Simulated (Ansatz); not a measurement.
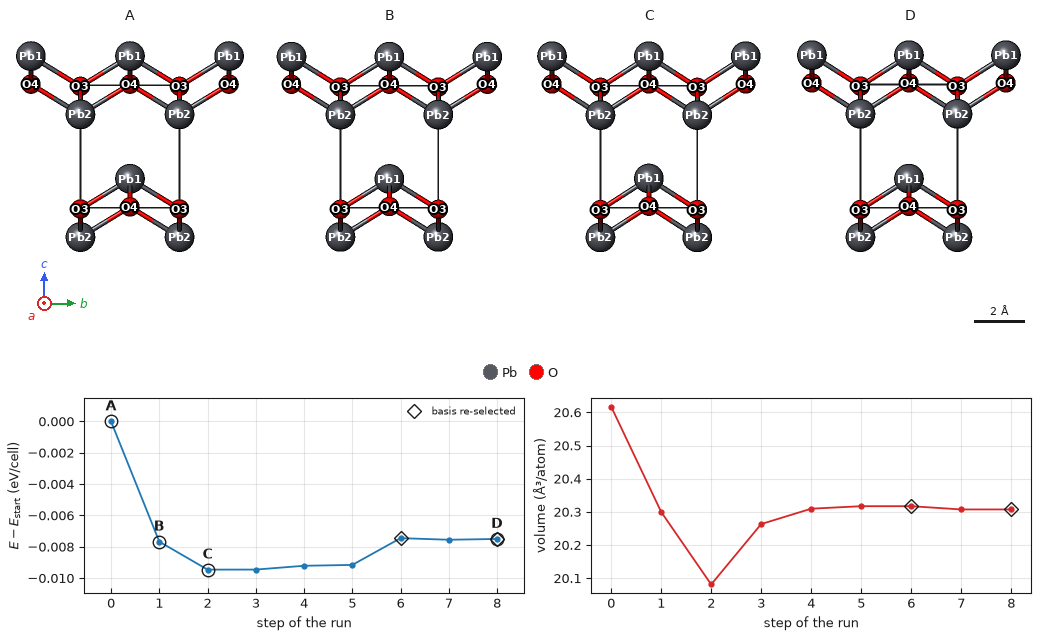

Frames of a relaxation of a crystal of PbO (set up in Pmmn), marked on the history of the run. Style: ball-and-stick. Shown: the cell of the calculation, along the a axis.

Case: uniaxial strain along a of +3.0 %; b, c and atoms relaxed.

Level of theory: Ansatz 0.2.0, DFT PBE+D3(BJ), scalar-relativistic, plane waves, PAW. Settings: plane-wave cutoff 420 eV; k-point mesh 8 × 8 × 6; occupations gaussian; smearing width 0.02 eV; no spin polarisation; cell relaxed at fixed a, angles; force threshold 0.008 eV/Å; at most 40 steps.

Question: What happens along the run?

Answer: The largest moves relative to the cell, 0.021 Å, are those of O3 and O4. O4 goes along +c. Largest moves by element: O 0.021 Å, Pb 0.001 Å. Cell: a unchanged at 4.155 Å, b 4.004 → 3.920 Å (−2.1 %), c 4.958 → 4.987 Å (+0.6 %). Volume −1.5 %. Near-neighbour distances that change, for instance: Pb1–O3 2.345 → 2.324 Å, Pb1–O4 2.367 → 2.360 Å. Bond angles that change, for instance: Pb2–O4–Pb2 117.2° → 115.0°, O3–Pb1–O3 117.2° → 115.0°. The space group stays Pmmn (No. 59). After 6 accepted moves (8 points after the start) the energy has fallen by 7.5 meV per cell of the calculation. The largest force component goes from 0.12 to 0.00067 eV/Å. Pressure: −1.29 GPa at the start and −0.03 GPa at the end. At 2 points the geometry stayed and the basis and grid were re-selected for the new cell (energy shift of 1.7 meV per cell of the calculation at most each time). From step 0 to 1: volume −1.5 %, energy −7.7 meV per cell of the calculation. From step 1 to 2: Pb atoms move most (0.02 Å), volume −1.1 %, energy −1.8 meV per cell of the calculation. From step 2 to 8: Pb atoms move most (0.02 Å), volume +1.1 %, energy +2.0 meV per cell of the calculation.

```tsv
step	E − E(0), meV/atom	largest force component, eV/Å	pressure, GPa	volume, Å³/atom	note
0	0.00	0.1249	-1.29	20.617	
1	-1.92	0.1055	0.09	20.300	
2	-2.36	0.0932	0.00	20.082	
3	-2.36	0.0046	-0.05	20.264	
4	-2.30	0.0004	-0.05	20.310	
5	-2.29	0.0004	-0.05	20.317	
6	-1.86	0.0003	-0.09	20.317	same geometry, new basis
7	-1.89	0.0007	-0.03	20.308	
8	-1.87	0.0007	-0.03	20.308	same geometry, new basis
```
